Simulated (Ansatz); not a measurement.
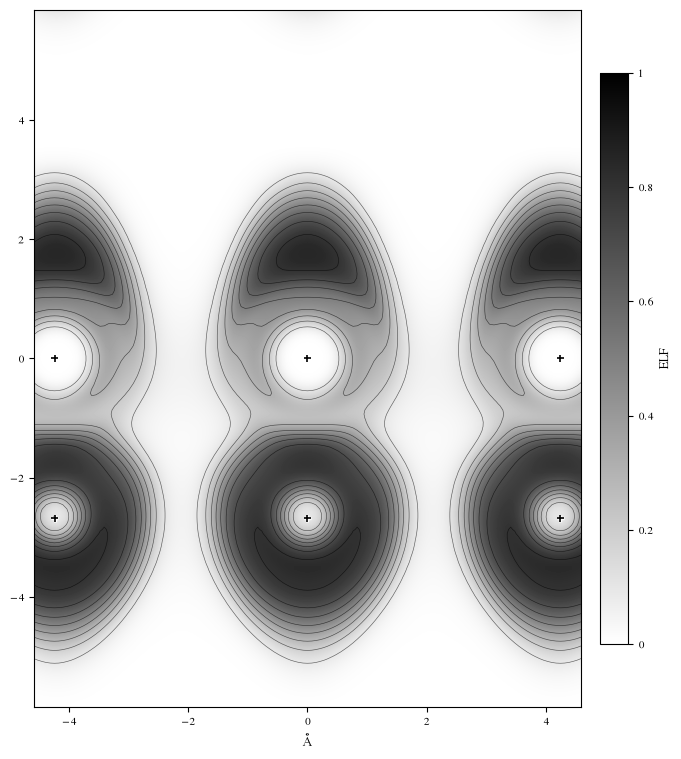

The ELF on a plane through atoms (crosses mark nuclei in the plane).

Computed with Ansatz 0.2.0, DFT r2SCAN, scalar-relativistic, plane waves, PAW.

Candidates:
A. WC, a = 2.94 Å, b = 2.94 Å, c = 2.86 Å, α = 90.00°, β = 90.00°, γ = 120.00°. Space group P-6m2; changed on purpose from its base cell (volume × 1.03, shape and atoms relaxed); computed pressure about −11 GPa in this cell.
B. SnSe, a = 4.24 Å, b = 4.24 Å, c = 10.99 Å, α = 90.00°, β = 90.00°, γ = 90.00°. Space group P4/nmm; a structure from a database of computed crystals, not necessarily the ambient phase; changed on purpose from its base cell (strain -0.0100 x Voigt [1, 1, 0, 0, 0, 0], atoms carried along).

### Which candidate gave the map?

Candidate B: SnSe on the (010) plane of the conventional cell, which holds Sn and Se. Sn–Se (2.68 Å): the ELF is about 0.60 at the midpoint.
